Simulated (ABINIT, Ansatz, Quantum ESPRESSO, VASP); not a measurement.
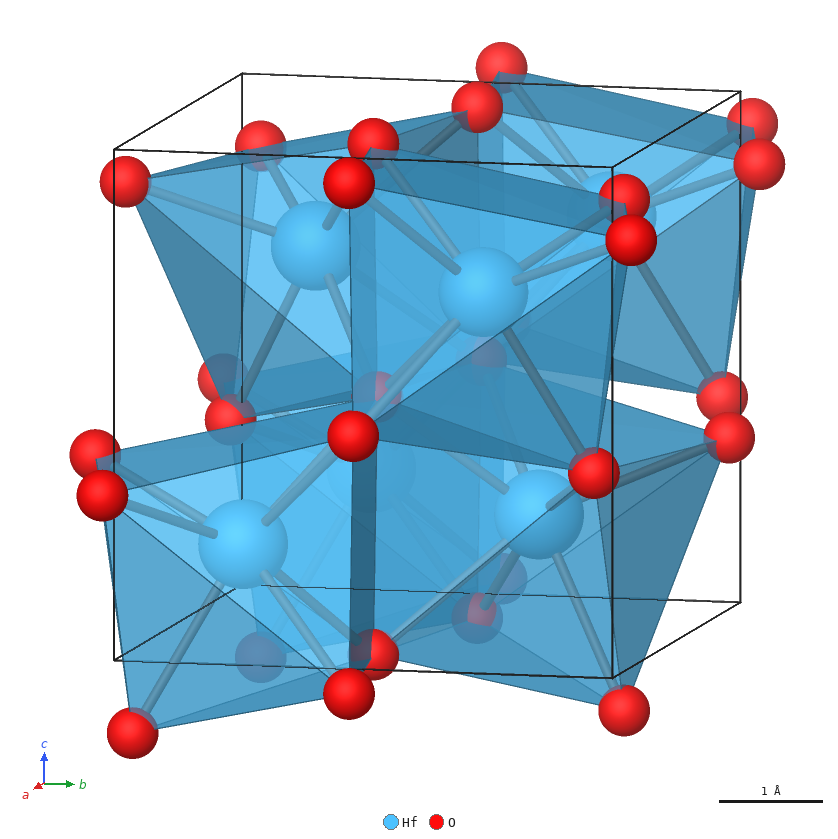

HfO₂, space group Pca2₁ (No. 29), a = 5.219 Å, b = 5.005 Å, c = 5.033 Å, α = 90.00°, β = 90.00°, γ = 90.00°. Polyhedral representation of a periodic structure, projected slightly off an axis. The frame is the conventional unit cell; atoms at its boundary are shown with their periodic copies. Some atoms of the next cells are drawn as well. The cell is a structure listed in the Materials Project. Other forms of this composition are known.

One fixed geometry in four programs or potential sets. Alike in all runs: functional PBE; k mesh 5 × 6 × 5 on the run's cell of 12 atoms; occupations fermi-dirac, width 0.05 eV; no spin polarisation; no spin-orbit coupling.

| program | gap (eV) | pressure (GPa) |
| --- | --- | --- |
| ABINIT (JTH PAW PBE v2.0) | 4.45 | 6.7 |
| VASP (PBE potentials, release 64 Hf_pv, O) | 4.44 | 6.3 |
| Ansatz LAPW (all-electron) | ? | ? |
| Quantum ESPRESSO (SSSP 1.3 efficiency) | 4.48 | 7.6 |

Estimate the row of Ansatz LAPW (all-electron).

Answer. A gap of 4.48 eV and a pressure of 9.8 GPa. The other rows span 4.44 to 4.48 eV and 6.3 to 7.6 GPa.

Is this cell larger or smaller than the equilibrium cell of this functional?

Answer. Smaller: all pressures given are positive (6.3 to 9.8 GPa), so its volume would grow.

Gaps are the least found on the k-mesh; a mesh with odd divisions misses some points on the zone boundary, so where the band edges lie there the true gap is smaller. Plane-wave pressures hold the error of each finite cutoff.

Caveat: spin-orbit coupling is left out, which shifts the gaps of compounds of heavy elements.
